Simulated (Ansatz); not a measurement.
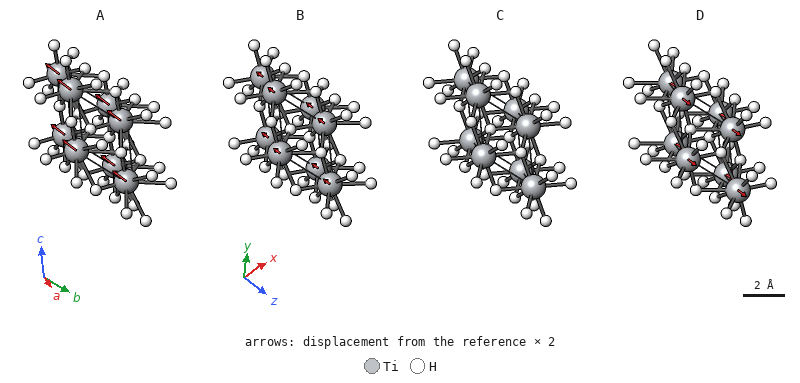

Frames of a one-coordinate scan of crystalline TiH$_{2}$ (I4/mmm). The picture is a ball-and-stick view of the cell of the calculation, seen slightly off an axis. Red arrows: displacements from the reference.

Level of theory: Ansatz 0.2.0, DFT PBEsol, scalar-relativistic, plane waves, PAW. Set-up: plane-wave cutoff 420 eV; k-point mesh 20 × 20 × 20; occupations gaussian; smearing width 0.15 eV; no spin polarisation. Energies (free energies at the smearing named) are counted from the cell as listed in its source, which wasn't relaxed.

What is being scanned?

The whole Ti sublattice is shifted rigidly, along Cartesian [0 0 1], all else fixed. In the frames the displacement is −0.50 Å (A), −0.25 Å (B), 0.00 Å (C), 0.3125 Å (D). Their energies are 1044 meV/cell, 280 meV/cell, 0 meV/cell, 432 meV/cell.
